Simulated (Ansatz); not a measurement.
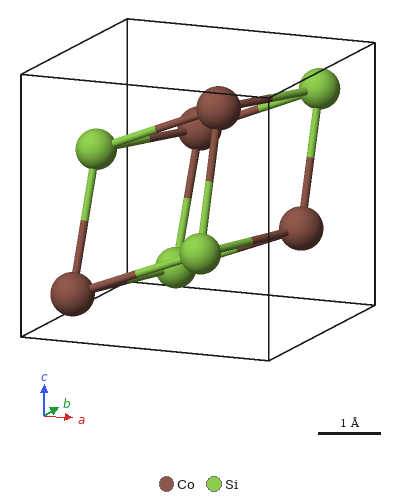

Phonons of a crystal of CoSi, at the zone centre. Style: ball-and-stick. Shown: the cell of the calculation, slightly off an axis.

These are results of DFT PBEsol, scalar-relativistic, plane waves, PAW (Ansatz 0.2.0), not measurements. Set-up: plane-wave cutoff 420 eV; k-point mesh 10 × 10 × 10; occupations gaussian; smearing width 0.15 eV; no spin polarisation.

> List the optical modes.

The calculation's cell holds 8 atoms, so there are 21 optical modes, in 9 levels. The optical modes span 2A + 2E + 5T. No level is unstable.

```tsv
level	symmetry	frequency (cm⁻¹)	activity
1	A	200	Raman-active
2	E	218	Raman-active
3	T	235	infrared- and Raman-active
4	T	256	infrared- and Raman-active
5	T	323	infrared- and Raman-active
6	E	326	Raman-active
7	T	367	infrared- and Raman-active
8	A	374	Raman-active
9	T	437	infrared- and Raman-active
```

The crystal is a metal, so free carriers screen the infrared response.

The displacement patterns (one member of each degenerate set), 6 of the levels:

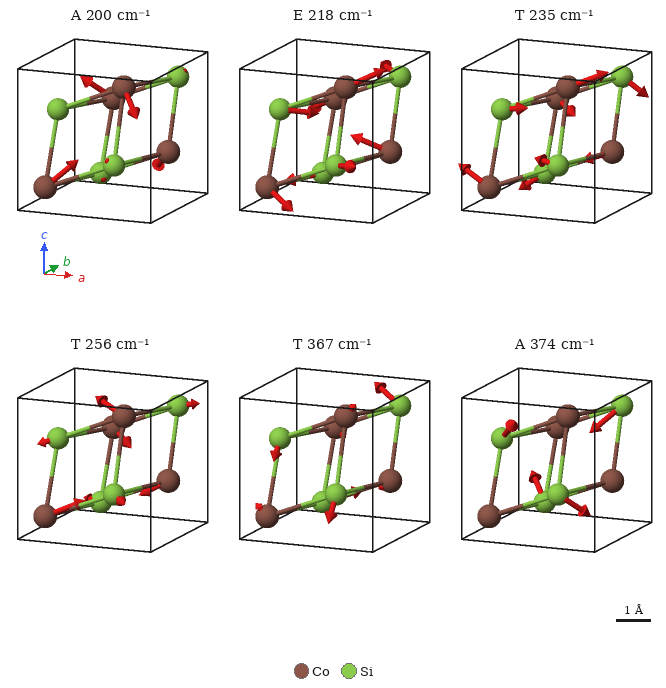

Limits of the set-up: an element that often carries a moment was run without spin polarisation.
